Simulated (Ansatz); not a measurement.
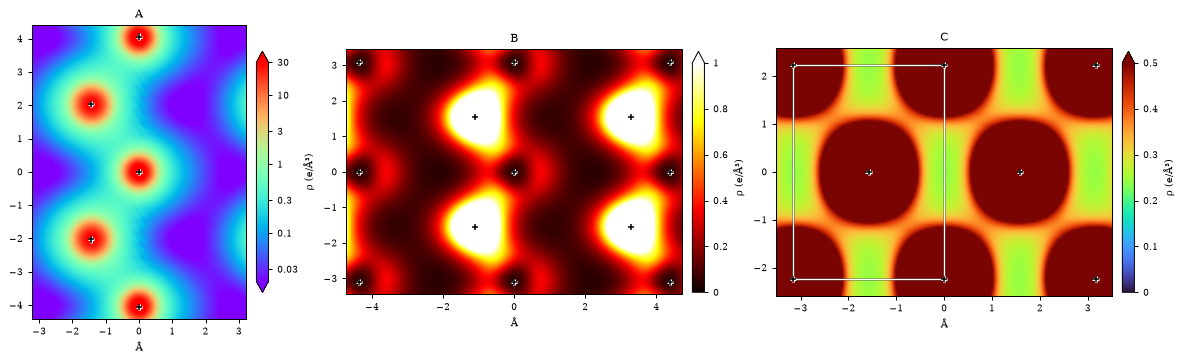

The valence electron density of 3 systems, each on a plane through atoms (crosses mark nuclei in the plane).

Level of theory: DFT PBE, scalar-relativistic, plane waves, PAW in Ansatz 0.2.0.

System 1: GaAs, the (011) plane of the conventional cell. Space group F-43m.

System 2: Mo, the (011̄) plane of the conventional cell. Space group Im-3m; computed without spin polarisation.

```
Mo
1.0
     3.16044    0.00000    0.00000
     0.00000    3.16044    0.00000
     0.00000    0.00000    3.16044
Mo
2
Direct
  0.00000 0.00000 0.00000
  0.50000 0.50000 0.50000
```

System 3: SiC, the (101) plane of the conventional cell. Space group F-43m.

> Match each panel to its system.

Panel A is system 1, GaAs: the plane holds Ga and As. Ga–As (2.49 Å): the density is about 0.47 e/Å³ at the midpoint. Panel B is system 3, SiC: the plane holds Si and C. Si–C (1.90 Å): ρ is about 0.87 e/Å³ halfway. Panel C is system 2, Mo: the plane holds Mo. Mo–Mo (2.74 Å): the density is about 0.37 e/Å³ at the midpoint.
